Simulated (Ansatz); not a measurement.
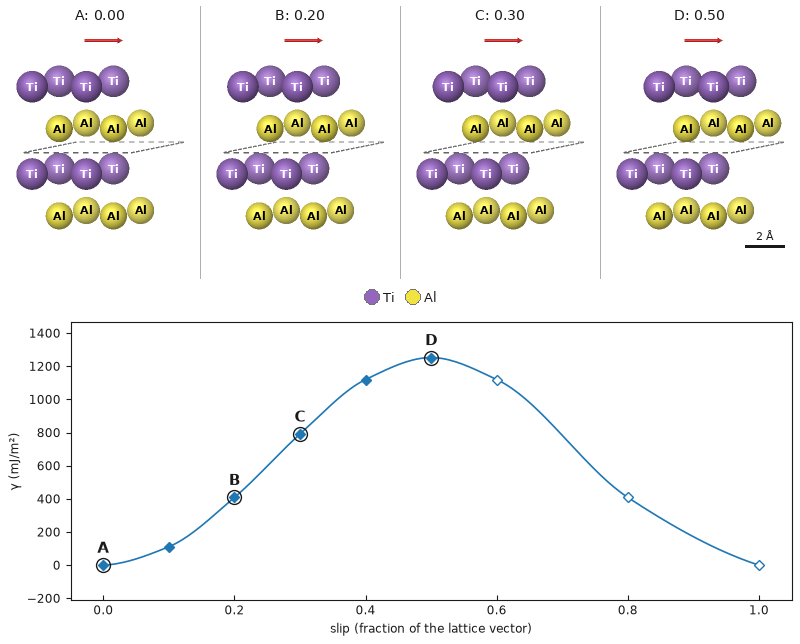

A scan of solid TiAl (P-6m2): the crystal above a cut along the (0 0 1) plane of the conventional cell (between a plane of Ti below and one of Al above, 2.31 Å apart) is slid rigidly by fractions of an in-plane lattice vector 2.85 Å long (a generalised stacking fault). One cut stands in each cell, which starts 13.9 Å high; nothing is relaxed, and the dashed outline marks the cut, the arrow on top the direction of slip. The lettered frames are marked on the plot. Hollow markers are points alike by symmetry, not computed again. The picture is a spheres-only view of the layers on both sides of the cut, seen from the side, nearly along the cut plane.

These are results of DFT PBEsol, scalar-relativistic, plane waves, PAW (Ansatz 0.2.0), not measurements. (plane-wave cutoff 420 eV; k-point mesh 24 × 24 × 5; occupations gaussian; smearing width 0.15 eV; no spin polarisation). Energies (free energies at the smearing named) are counted from the relaxed crystal.

Question: What does the scan show?

Answer: The curve starts and ends at zero, since a full lattice vector restores the crystal. Its highest computed point is 1253 mJ/m² at slip 0.50. The points are too sparse to place its extrema closely. Relaxation across the fault would lower the values.
